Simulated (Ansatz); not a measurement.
Geometry relaxation, with input and output: B₁₆N₁₆ (part 2 of 2)

The same run, continued: B₁₆N₁₆ (slab, 32 atoms in the cell); DFT, PBEsol, PAW, plane waves (Ansatz 0.2.0); cutoff 420 eV, 4×6×1 k-mesh, Fermi–Dirac smearing of 0.01 eV. The structure is a generated slab.

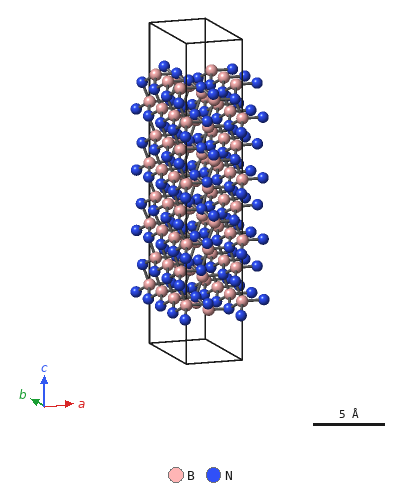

The input geometry (ball-and-stick view of the 1 × 3 repeat of the cell, with the vacuum cut short, seen slightly off an axis; bonded neighbours outside the cell are drawn too).

```
SCF converged after 3 iterations
Free energy (F): -8537.785184 eV
Harris-Foulkes:  -8537.785184 eV  (|F-HF|=1.30e-9)
Internal energy: -8537.785184 eV  (E = F + TS)
E sigma→0 (E₀):  -8537.785184 eV
Fermi energy:    6.087771 eV
--- Per-component energies (eV) ---
  E_band       = -464.216660
  E_kinetic    = 2957.680950
  E_local      = -109801.642701  (includes V_loc(G=0)·N_el)
  E_nonlocal   = 911.320754
  E_hartree    = 53838.931393
  E_xc         = -1480.466649
  E_vxc        = -1847.767693  (∫ρ·V_xc dr)
  E_paw        = -3177.398562  (= ΣΔE_a)
  E_vpaw       = -361.670860  (= ΣTr[D̂ρ^β])
  E_aug_tail   = 0.001573  (compensation charges beyond the density's cutoff)
  E_ewald      = 48213.103103
  E_core_change = 0.684956  (= ΣΔE_core)
  E_smearing   = -0.000000  (= −TS)
  E_closure    = -0.000000  (closes the sum)
  Σ components = -8537.785184   (vs F -8537.785184, Δ=0.00e0)
--- Forces (eV/Å), atoms counted from 1 ---
  atom   1  B      0.00066045    -0.00472912    -0.00114290
  atom   2  B      0.00026747    -0.00834196    -0.00113158
  atom   3  B      0.00063278    -0.00606408    -0.00071769
  atom   4  B     -0.00015296     0.00078497    -0.00084846
  atom   5  B     -0.00018584     0.00681446     0.00008344
  atom   6  B      0.00006765     0.00690318    -0.00002090
  atom   7  B      0.00100462     0.01446914     0.00043227
  atom   8  B     -0.00203478    -0.00584170    -0.00736716
  atom   9  B     -0.00024315     0.00488881    -0.00953342
  atom  10  B      0.00037926    -0.01473571     0.00077882
  atom  11  B     -0.00019991    -0.00644780     0.00086882
  atom  12  B     -0.00028649    -0.00552240     0.00080294
  atom  13  B      0.00057644    -0.00102526     0.00007717
  atom  14  B     -0.00025951     0.00725588    -0.00015934
  atom  15  B      0.00022755     0.00870579    -0.00198676
  atom  16  B      0.00084253     0.00483973    -0.00174912
  atom  17  N     -0.00076033     0.00875537     0.00179959
  atom  18  N      0.00141769    -0.00086438     0.00239810
  atom  19  N      0.00076780     0.00802778     0.00150620
  atom  20  N     -0.00063808     0.00423580     0.00118891
  atom  21  N     -0.00001661    -0.00490389     0.00011899
  atom  22  N      0.00004230    -0.00551470    -0.00084748
  atom  23  N     -0.00207656    -0.00959465    -0.00094938
  atom  24  N     -0.00006704    -0.00157949     0.00290549
  atom  25  N     -0.00016803     0.00160790     0.00520414
  atom  26  N     -0.00139528     0.00939045    -0.00070829
  atom  27  N     -0.00032694     0.00604950    -0.00184215
  atom  28  N     -0.00057100     0.00424916     0.00062878
  atom  29  N      0.00068337    -0.00502112     0.00143221
  atom  30  N     -0.00006809    -0.00994918     0.00338520
  atom  31  N     -0.00062504     0.00196943     0.00338134
  atom  32  N      0.00250606    -0.00881256     0.00205320
  max |Σ_I F_I| component: 4.10e-5 eV/Å
--- Band table (eV; the first three rows and the last of 14) ---
  k-point 0: bands = ["-16.1156", "-15.8616", "-15.4705", "-14.9572", "-14.3325", "-13.6063", "-12.8160", "-12.1880", "-11.9017", "-11.7017", "-11.4141", "-11.0704", "-10.7098", "-10.5276", "-10.1428", "-10.0760", "-6.6866", "-6.4345", "-6.0480", "-5.5494", "-5.2245", "-4.9488", "-4.7763", "-4.2843", "-3.8403", "-3.6176", "-3.0023", "-2.8962", "-2.6263", "-2.0376", "-1.2720", "-0.8075", "-0.7519", "-0.6482", "-0.4006", "-0.0313", "0.1026", "0.2474", "0.4368", "0.4821", "0.9719", "0.9724", "1.4681", "1.5158", "1.7161", "1.7473", "1.9573", "2.2064", "2.3271", "2.3804", "2.6480", "2.7676", "2.8698", "2.9707", "3.2013", "3.3227", "3.4811", "3.6843", "3.8007", "3.8528", "4.0151", "4.0800", "4.1027", "4.2284", "9.5854", "9.6166", "10.5281", "10.6412", "10.8293", "11.0821", "11.1336", "11.4637", "11.7034", "11.9219", "11.9793", "12.2990", "12.3108", "12.5233", "12.8282", "12.8607", "13.0491", "13.0779", "13.3508", "13.4254", "13.4284", "13.6455", "13.9694", "13.9888", "14.0663", "14.3703", "14.4667", "14.6930", "14.7376", "14.7896", "14.8003", "14.8413"]
  k-point 1: bands = ["-15.6613", "-15.4122", "-15.0289", "-14.5272", "-13.9186", "-13.2138", "-12.4478", "-11.8344", "-11.5610", "-11.3735", "-11.1074", "-10.7966", "-10.4835", "-10.3627", "-9.9841", "-9.9340", "-6.2380", "-5.9934", "-5.6185", "-5.1340", "-4.9467", "-4.5497", "-4.4191", "-3.8863", "-3.5110", "-3.2375", "-3.0029", "-2.7002", "-2.5475", "-2.5082", "-2.2551", "-2.1097", "-1.9232", "-1.7858", "-1.2571", "-1.1218", "-0.9437", "-0.3965", "-0.2961", "0.0051", "0.0706", "0.3947", "0.5673", "0.7287", "0.7303", "0.9715", "1.1127", "1.1866", "1.3049", "1.4566", "1.6846", "1.8454", "1.9373", "2.1506", "2.3910", "2.5748", "2.6255", "2.8013", "3.0931", "3.2925", "3.4116", "3.6751", "3.9748", "4.0105", "9.6114", "9.6117", "10.3882", "10.4622", "10.9492", "11.1746", "11.6271", "11.7950", "12.1391", "12.2516", "12.6229", "12.6805", "12.9902", "13.2413", "13.3178", "13.4672", "13.5355", "13.6028", "13.6856", "13.7778", "13.8042", "14.1824", "14.2039", "14.6628", "14.7292", "14.9438", "15.2148", "15.2518", "15.3732", "15.4469", "15.6867", "15.7941"]
  k-point 2: bands = ["-14.3486", "-14.1193", "-13.7696", "-13.3193", "-12.7868", "-12.1895", "-11.5492", "-10.9288", "-10.7234", "-10.6111", "-10.4752", "-10.4685", "-10.3471", "-10.3127", "-10.0538", "-10.0516", "-4.9507", "-4.9366", "-4.7427", "-4.6917", "-4.6221", "-4.5378", "-4.4405", "-4.3544", "-3.9193", "-3.8314", "-3.4620", "-3.2392", "-3.1404", "-3.1292", "-2.8698", "-2.7249", "-2.6533", "-2.5924", "-2.2553", "-2.2234", "-2.1842", "-1.6589", "-1.6526", "-1.4123", "-1.1487", "-1.0268", "-1.0180", "-0.8866", "-0.7361", "-0.6241", "-0.4529", "-0.2660", "-0.1224", "0.1795", "0.2117", "0.3451", "0.6060", "0.9476", "1.1293", "1.3600", "1.7746", "1.9953", "2.1396", "2.3374", "2.5862", "2.6844", "3.3655", "3.3685", "8.9740", "9.0072", "9.5440", "10.0599", "10.6907", "11.3571", "11.6378", "11.9153", "12.2274", "12.3728", "12.5835", "12.6971", "12.7690", "13.4175", "13.5771", "13.5868", "13.9230", "14.0405", "14.5357", "14.5819", "14.7819", "14.9128", "15.2904", "15.6345", "15.6597", "15.7231", "15.9407", "16.1253", "16.1379", "16.2977", "16.5465", "16.5793"]
  k-point 13: bands = ["-11.5922", "-11.5918", "-11.5091", "-11.5086", "-11.4156", "-11.4152", "-11.3832", "-11.3832", "-11.3307", "-11.3303", "-11.2881", "-11.2878", "-11.0033", "-11.0027", "-10.3510", "-10.3503", "-5.7788", "-5.7784", "-5.7297", "-5.7296", "-5.4374", "-5.4374", "-5.3652", "-5.3651", "-4.9415", "-4.9414", "-4.8664", "-4.8664", "-4.5030", "-4.5029", "-4.3963", "-4.3961", "-1.6605", "-1.6603", "-1.6213", "-1.6210", "-0.8579", "-0.8579", "-0.7607", "-0.7606", "-0.0956", "-0.0955", "0.0289", "0.0290", "0.4183", "0.4187", "0.4243", "0.4244", "0.6922", "0.6925", "0.7808", "0.7809", "0.8969", "0.8972", "0.9167", "0.9170", "0.9607", "0.9609", "0.9650", "0.9652", "1.1707", "1.1713", "3.3504", "3.3511", "7.9541", "7.9541", "10.9235", "10.9237", "11.1442", "11.1444", "11.5226", "11.5228", "11.9986", "11.9989", "12.2982", "12.2984", "12.8579", "12.8583", "12.9177", "12.9183", "13.3562", "13.3564", "14.1644", "14.1647", "14.4719", "14.4722", "14.4973", "14.4974", "14.9517", "14.9518", "15.1157", "15.1160", "15.5111", "15.5115", "16.2681", "16.2684"]
--- Relaxed structure (6 steps of the walk, 6 accepted, 0 SCFs on fresh bases) ---
  F+E_penalty+E_count = -8537.78518370 eV   max|allowed force component| = 1.474e-2 eV/Å
  atoms:
    - { symbol: B, position: [0.9942030238644006, 0.9981699169406306, 0.24472533857049955] }
    - { symbol: B, position: [-0.0012280773832093615, 0.4981644821169692, 0.32338279942042886] }
    - { symbol: B, position: [0.0003445439301401579, 0.9981538555162531, 0.39919621856302073] }
    - { symbol: B, position: [0.0006886454327471141, 0.49818490408155164, 0.47472549864932134] }
    - { symbol: B, position: [1.0008698896551325, 0.9981689305540291, 0.5502351622185813] }
    - { symbol: B, position: [0.001647118609102573, 0.4981798928822079, 0.6256623358816393] }
    - { symbol: B, position: [0.005450646148241083, 0.998167362905291, 0.7004400095693715] }
    - { symbol: B, position: [0.03016887527329913, 0.49816628651262873, 0.7689149566800715] }
    - { symbol: B, position: [0.5301732614700464, 0.4981885319306426, 0.23081753087756615] }
    - { symbol: B, position: [0.5054564957245852, 0.9981427551664231, 0.2992896774366825] }
    - { symbol: B, position: [0.501670198845774, 0.4981503558992141, 0.37406694077170377] }
    - { symbol: B, position: [0.5008833843291843, 0.998184127328361, 0.44949450264472324] }
    - { symbol: B, position: [0.5006752418277427, 0.4981614723581511, 0.5250049944174318] }
    - { symbol: B, position: [0.5003123301481366, 0.9981852731810559, 0.60053219730085] }
    - { symbol: B, position: [0.49876336927684395, 0.49819850307818286, 0.6763455993678387] }
    - { symbol: B, position: [0.49420900647292276, -0.0018511495154723886, 0.7550044034098609] }
    - { symbol: N, position: [0.36848043710175576, -0.0018119983644594882, 0.24519389929318072] }
    - { symbol: N, position: [0.37483990349994484, 0.49813110197040633, 0.32321948516128857] }
    - { symbol: N, position: [0.37519774644927784, -0.0018539635896058584, 0.3990272377168257] }
    - { symbol: N, position: [0.3752150688412052, 0.49818849755490907, 0.4746191498817044] }
    - { symbol: N, position: [0.37523597234448547, -0.0018314616614297818, 0.5501281446294575] }
    - { symbol: N, position: [0.37527554797869034, 0.49818546772897065, 0.6255439339313498] }
    - { symbol: N, position: [0.3750813520888141, -0.001788847602918512, 0.7008362351383008] }
    - { symbol: N, position: [0.35825383323577115, 0.49815611746150273, 0.7746941199998709] }
    - { symbol: N, position: [0.8582433106464725, 0.49817596449850843, 0.22503588029310576] }
    - { symbol: N, position: [0.8750875028090995, 0.9981795272074471, 0.2988930114324061] }
    - { symbol: N, position: [0.8753094549719832, 0.49816191391861053, 0.3741842785170162] }
    - { symbol: N, position: [0.8752506705920544, -0.0018128866107488795, 0.449601700802509] }
    - { symbol: N, position: [0.875205642077319, 0.49816092288450653, 0.5251114521702914] }
    - { symbol: N, position: [0.8751594908625606, -0.0018199491112647487, 0.6007038917097964] }
    - { symbol: N, position: [0.8748222158055902, 0.49818312829558875, 0.6765094699678736] }
    - { symbol: N, position: [0.8684808970698847, -0.0018630355161423113, 0.7545369435754313] }
--- Löwdin populations: 32 sites ---
  site symbol       q [e]
     0      B      2.6764
     1      B      2.7047
     2      B      2.6978
     3      B      2.6965
     4      B      2.6956
     5      B      2.6924
     6      B      2.6804
     7      B      2.5931
     8      B      2.5931
     9      B      2.6804
    10      B      2.6924
    11      B      2.6956
    12      B      2.6965
    13      B      2.6978
    14      B      2.7047
    15      B      2.6764
    16      N      5.2726
    17      N      5.2707
    18      N      5.2751
    19      N      5.2756
    20      N      5.2758
    21      N      5.2775
    22      N      5.2946
    23      N      5.3423
    24      N      5.3423
    25      N      5.2946
    26      N      5.2775
    27      N      5.2758
    28      N      5.2756
    29      N      5.2751
    30      N      5.2707
    31      N      5.2726
  spilling = 0.004357 (of n_electrons = 128.000000)
```

**Key numbers**

```json
{"quantity": "outcome", "value": "converged"}
{"quantity": "electrons treated", "value": "128"}
{"quantity": "free energy", "value": "−8537.7852 eV"}
{"quantity": "Fermi energy", "value": "6.088 eV"}
{"quantity": "largest force (length of the vector) at the end", "value": "0.015 eV/Å"}
{"quantity": "wall time", "value": "70 s (CPU time 9 min)"}
{"quantity": "peak memory", "value": "1.5 GiB"}
```

**Notes**

Warnings of the run: the exchange-correlation potential is rough where the density is thin.
